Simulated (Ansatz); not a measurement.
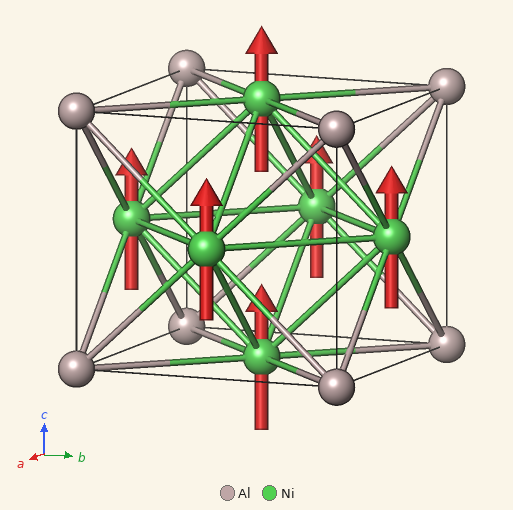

Ball-and-stick representation of a periodic structure, projected slightly off an axis. One simulation cell is framed, with atoms on its boundary repeated. Arrows are the site magnetic moments above 0.25 μB; longer means larger, and red and blue are up and down (without spin-orbit coupling the axis itself is arbitrary).

This is the state reached for AlNi3. Run with DFT PBE, scalar-relativistic, plane waves, PAW in Ansatz and these settings: plane waves up to 420 eV, k-point mesh 14×14×14, Gaussian smearing of 0.15 eV, collinear spins.

Characterise the magnetic order.

Ferromagnetic (within this cell). Site moments: 3 Ni +0.3 μB. The net spin moment of the whole cell is 0.7 μB.

The model was built from a structure listed in the Materials Project. The cell was then strained or its atoms displaced on purpose. An electronic-structure calculation with Ansatz was run on it.

At this level of theory the cell isn't at rest (stretched, at -19 GPa), so its distances can differ from those at equilibrium, the more so the softer the solid, and its magnetic state may change on relaxation.
